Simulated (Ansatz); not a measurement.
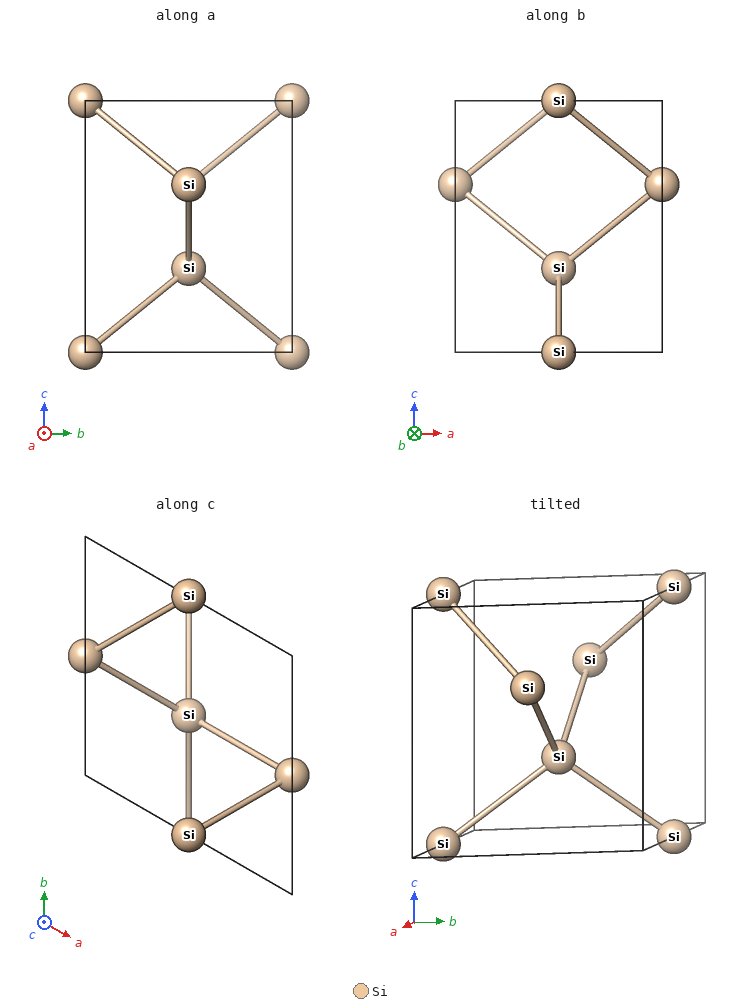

Shown here is a ball-and-stick view of the crystal, taken along the a axis, along the b axis, along the c axis and slightly off an axis. Lines trace the edges of the conventional unit cell.

Lattice parameters: a = 3.905 Å, b = 3.905 Å, c = 4.117 Å, α = 90.00°, β = 90.00°, γ = 120.00°. Put a along x and b in the xy plane.

Express the structure as a POSCAR file.

```
Si
1.0
     3.905    0.000    0.000
    -1.953    3.382    0.000
     0.000    0.000    4.117
Si
3
Direct
  0.0000 0.5000 0.6667
  0.5000 0.5000 0.3333
  0.5000 0.0000 0.0000
```

The initial geometry was a structure type filled with this element by a generator (whether the element takes this form wasn't checked). The structure drawn was relaxed with Ansatz, DFT PBE, scalar-relativistic, plane waves, PAW.
